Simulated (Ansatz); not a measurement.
**Geometry relaxation of Se (part 2 of 2)**

Continued. System: Se (P3₁21, 3 atoms in the cell). Method: DFT PBE+D3(BJ), scalar-relativistic, plane waves, PAW, no spin polarisation (Ansatz 0.2.0); cutoff 420 eV, 6×6×6 k-mesh, Gaussian smearing of 0.02 eV. The structure derives from an entry of the Crystallography Open Database.

Geometry of the input (Å; fractional positions):
```
4.3662  0.0000  0.0000
-2.1831  3.7812  0.0000
0.0000  0.0000  4.9536
Se 0.2254  0.0000  0.3333
Se -0.0000  0.2254  0.6667
Se 0.7746  0.7746  0.0000
```

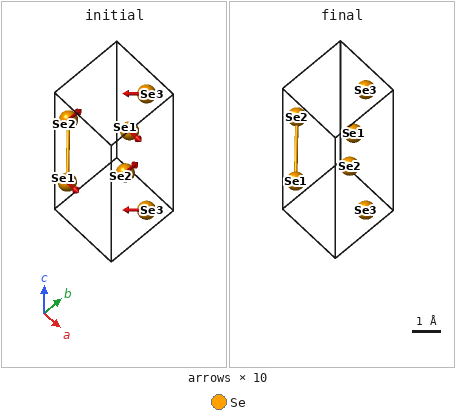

Figure 1. Before (left) and after (right) the relaxation, at one scale (ball-and-stick view of the cell of the calculation, seen at an oblique angle). The red arrows give the displacements (without the part carried along by the change of the cell), magnified 10 times. The largest moves relative to the cell, 0.090 Å, are those of Se1, Se2 and Se3. The drawn cell changes as follows: a = b 4.366 → 4.066 Å (−6.9 %), c 4.954 → 5.127 Å (+3.5 %); the volume changes by −10.2 %. Among the contacts that change: Se1–Se2 2.373 → 2.442 Å. The space group stays P3_121 (No. 152). After 4 geometry steps the energy has fallen by 24.1 meV per atom. The largest force component goes from 0.42 to 0.0035 eV/Å. Pressure: 0.73 GPa at the start and 0.01 GPa at the end. A last SCF at the same geometry on a re-selected plane-wave basis shifts the energy by +0.2 meV per atom. (Atoms are counted from 1 in the order of the input.)

```
basis re-selected at this cell: Δ(F+E_penalty+E_count) = +4.686e-4 eV, ΔP = -0.002 GPa vs the last step (what re-selecting the basis moved, of the pressure what is left beyond the Pulay correction that the steps carried, after the strain that the cell walked since its last selection, with what the two solves' SCF thresholds leave and, on support functions, any second-order correction that the steps lacked; it is no measure of the basis error at this ecutwfc). This SCF's stress stands 1.85e-2 GPa from its target on what of the cell is left free (relax.cell.stress_tol is 5.00e-2 GPa) and its largest allowed force component is 3.53e-3 eV/Å (relax.f_tol is 5.00e-3 eV/Å): within both
SCF converged after 6 iterations
Free energy (F): -16408.217176 eV
Harris-Foulkes:  -16408.217176 eV  (|F-HF|=1.82e-11)
Internal energy: -16408.217176 eV  (E = F + TS)
E sigma→0 (E₀):  -16408.217176 eV
Fermi energy:    8.642979 eV
--- Per-component energies (eV) ---
  E_band       = -1160.872436
  E_kinetic    = 351.600385
  E_local      = -7190.442471  (includes V_loc(G=0)·N_el)
  E_nonlocal   = -1782.897885
  E_hartree    = 3550.594062
  E_xc         = -311.204447
  E_vxc        = -292.574968  (∫ρ·V_xc dr)
  E_paw        = -5736.078635  (= ΣΔE_a)
  E_vpaw       = 652.256330  (= ΣTr[D̂ρ^β])
  E_aug_tail   = -0.001799  (compensation charges beyond the density's cutoff)
  E_ewald      = -5288.716488
  E_disp       = -1.069898  (pairwise vdW)
  E_smearing   = -0.000000  (= −TS)
  E_closure    = 0.000000  (closes the sum)
  Σ components = -16408.217176   (vs F -16408.217176, Δ=0.00e0)
--- Forces (eV/Å), atoms counted from 1 ---
  atom   1  Se    -0.00352790     0.00000000     0.00000000
  atom   2  Se     0.00176395    -0.00305525     0.00000000
  atom   3  Se     0.00176395     0.00305525    -0.00000000
  max |Σ_I F_I| component: 4.16e-17 eV/Å
--- Stress (GPa, compression-positive) ---
        0.018525      -0.000000      -0.000000
       -0.000000       0.018525      -0.000000
       -0.000000       0.000000       0.007210
  P = ⅓ Tr σ = 0.0148 GPa (0.148 kbar)
--- Band table (eV; the first three rows and the last of 34) ---
  k-point 0: bands = ["-40.0035", "-40.0035", "-39.9758", "-39.9717", "-39.9717", "-39.9340", "-39.8117", "-39.8076", "-39.8076", "-39.7683", "-39.7683", "-39.7668", "-39.7361", "-39.7189", "-39.7189", "-7.5722", "-3.5310", "-3.5310", "4.7447", "4.9415", "4.9415", "6.5198", "6.5198", "7.8545", "9.8551", "9.8551", "10.4388", "14.8140", "14.8140"]
  k-point 1: bands = ["-40.0109", "-39.9949", "-39.9764", "-39.9748", "-39.9671", "-39.9364", "-39.8116", "-39.8089", "-39.8064", "-39.7689", "-39.7678", "-39.7668", "-39.7351", "-39.7215", "-39.7171", "-7.4468", "-4.6436", "-2.4147", "4.4721", "4.8257", "5.2773", "6.5038", "6.6861", "7.7517", "9.6666", "9.6862", "10.1545", "14.7975", "15.3206"]
  k-point 2: bands = ["-40.0159", "-39.9871", "-39.9781", "-39.9766", "-39.9603", "-39.9429", "-39.8113", "-39.8099", "-39.8055", "-39.7693", "-39.7673", "-39.7669", "-39.7324", "-39.7249", "-39.7161", "-7.0741", "-5.6429", "-1.4967", "3.9808", "5.0392", "5.4060", "6.6824", "6.9053", "7.4536", "9.3722", "9.4291", "9.6533", "14.3284", "15.4140"]
  k-point 33: bands = ["-40.0173", "-39.9811", "-39.9811", "-39.9767", "-39.9517", "-39.9517", "-39.8110", "-39.8110", "-39.8047", "-39.7705", "-39.7664", "-39.7664", "-39.7311", "-39.7311", "-39.7117", "-5.6547", "-5.6547", "-2.8800", "2.4867", "2.9345", "2.9345", "7.2459", "8.3755", "8.3755", "8.9100", "10.6140", "10.6140", "15.5730", "16.9409"]
--- Relaxed structure (5 steps of the walk, 5 accepted, 1 SCFs on fresh bases) ---
  F+E_penalty+E_count = -16408.21717615 eV   max|allowed force component| = 3.528e-3 eV/Å   (the final SCF, on the basis selected at the relaxed cell)
  cell:  # Å, volume = 73.4211 Å³
    - [4.066241468037175, 8.265704723380974e-33, -1.8806648907502662e-17]
    - [-2.0331207340185875, 3.5214684092419235, 9.403324453751337e-18]
    - [-2.133677248597171e-17, 0.0, 5.127476279355422]
  atoms:
    - { symbol: Se, position: [0.24756692605798775, 9.557730080173183e-21, 0.33333333333333337] }
    - { symbol: Se, position: [3.498197316234187e-18, 0.24756692605798775, 0.6666666666666667] }
    - { symbol: Se, position: [0.7524330739420122, 0.7524330739420123, -1.2523847356464689e-18] }
```

## Trajectory as extended XYZ (Å, eV, eV/Å), 6 frames, from step=1 to step=6
```
3
Lattice="4.3662 0.0000 0.0000 -2.1831 3.7812 0.0000 0.0000 0.0000 4.9536" Properties=species:S:1:pos:R:3:forces:R:3 step=1 energy=-16408.14541 pressure_GPa=0.73
Se    0.9841    0.0000    1.6512    0.4151   0.0000   0.0000
Se   -0.4921    0.8523    3.3024   -0.2075   0.3595   0.0000
Se    1.6910    2.9289    0.0000   -0.2075  -0.3595   0.0000
3
Lattice="4.2394 0.0000 0.0000 -2.1197 3.6714 0.0000 0.0000 0.0000 4.9618" Properties=species:S:1:pos:R:3:forces:R:3 step=2 energy=-16408.19087 pressure_GPa=0.56
Se    1.0054    0.0000    1.6539    0.1695   0.0000   0.0000
Se   -0.5027    0.8707    3.3079   -0.0848   0.1468   0.0000
Se    1.6170    2.8007    0.0000   -0.0848  -0.1468   0.0000
3
Lattice="4.0866 0.0000 0.0000 -2.0433 3.5391 0.0000 0.0000 0.0000 5.0887" Properties=species:S:1:pos:R:3:forces:R:3 step=3 energy=-16408.21674 pressure_GPa=0.29
Se    1.0082    0.0000    1.6962    0.0250   0.0000   0.0000
Se   -0.5041    0.8731    3.3925   -0.0125   0.0217   0.0000
Se    1.5392    2.6659    0.0000   -0.0125  -0.0217   0.0000
3
Lattice="4.0801 0.0000 0.0000 -2.0400 3.5335 0.0000 0.0000 0.0000 5.1334" Properties=species:S:1:pos:R:3:forces:R:3 step=4 energy=-16408.21725 pressure_GPa=-0.31
Se    1.0072    0.0000    1.7111   -0.0293   0.0000   0.0000
Se   -0.5036    0.8723    3.4222    0.0147  -0.0254   0.0000
Se    1.5364    2.6612    0.0000    0.0147   0.0254   0.0000
3
Lattice="4.0662 0.0000 0.0000 -2.0331 3.5215 0.0000 0.0000 0.0000 5.1275" Properties=species:S:1:pos:R:3:forces:R:3 step=5 energy=-16408.21765 pressure_GPa=0.02
Se    1.0067    0.0000    1.7092   -0.0036   0.0000   0.0000
Se   -0.5033    0.8718    3.4183    0.0018  -0.0031   0.0000
Se    1.5298    2.6497    0.0000    0.0018   0.0031   0.0000
3
Lattice="4.0662 0.0000 0.0000 -2.0331 3.5215 0.0000 0.0000 0.0000 5.1275" Properties=species:S:1:pos:R:3:forces:R:3 step=6 energy=-16408.21718 pressure_GPa=0.01
Se    1.0067    0.0000    1.7092   -0.0035   0.0000   0.0000
Se   -0.5033    0.8718    3.4183    0.0018  -0.0031   0.0000
Se    1.5298    2.6497    0.0000    0.0018   0.0031   0.0000
```

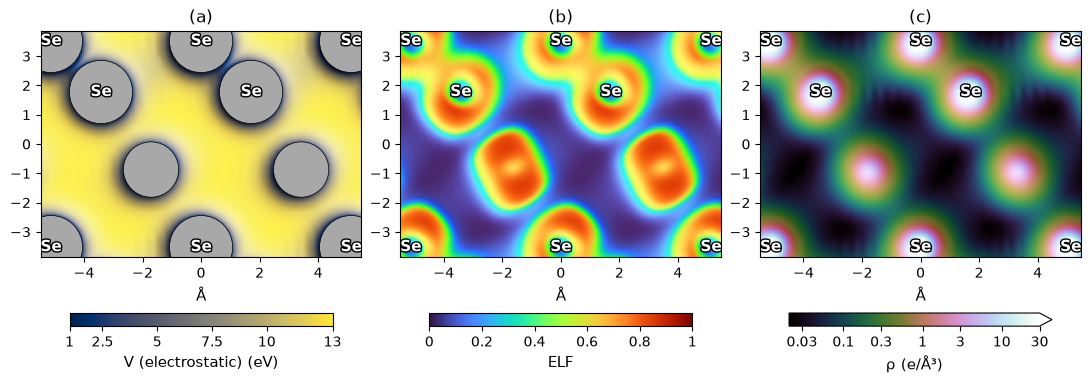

Figure 2. (a) electrostatic potential energy of an electron; (b) ELF; (c) valence charge density (pseudo) on the (110) plane of the conventional cell. Grey discs, where drawn, cover atomic cores. Se–Se (2.44 Å): ρ is about 0.58 e/Å³ halfway; the ELF peaks at about 0.70 between the atoms. Away from the nuclei the density in this plane falls to 0.02 e/Å³ at its lowest. Outside the cores the potential energy rises away from the atoms and is highest about 2.3 Å from the nearest atoms; outside the discs it spans about 12 eV, and its zero is arbitrary. Core electrons are frozen (PAW), so the fields are smoothed inside the atomic spheres.

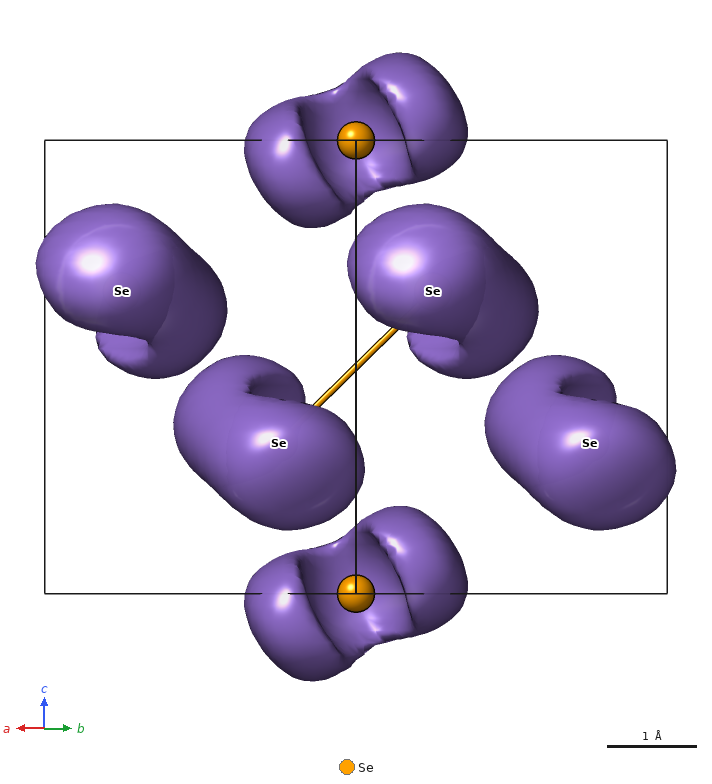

Figure 3. Isosurface of the ELF at 0.75 (purple), seen along [110]. Core shells and regions of very low density are left out. Sticks mark near contacts. The outline is the cell set on symmetry axes. Profiles from the grid: Se–Se (2.44 Å): the ELF peaks at about 0.70 between the atoms.

## Summary

| quantity | value |
| --- | --- |
| outcome | converged |
| space group (tolerance 0.01 Å) | P3₁21 (152) |
| electrons treated | 48 |
| free energy | −16408.2172 eV |
| Fermi energy | 8.643 eV |
| gap on the k-point mesh | 0.53 eV |
| pressure | 0.01 GPa |
| final volume | 73.42 Å³ |
| largest force (length of the vector) at the end | 0.004 eV/Å |
| final cell | a = 4.066 Å, b = 4.066 Å, c = 5.127 Å, α = 90.00°, β = 90.00°, γ = 120.00° |
| hardware | 1 thread of Arm Neoverse V1, 24 GiB of memory available, shared host |
| wall time | 52 s |
| peak memory | 0.32 GiB |
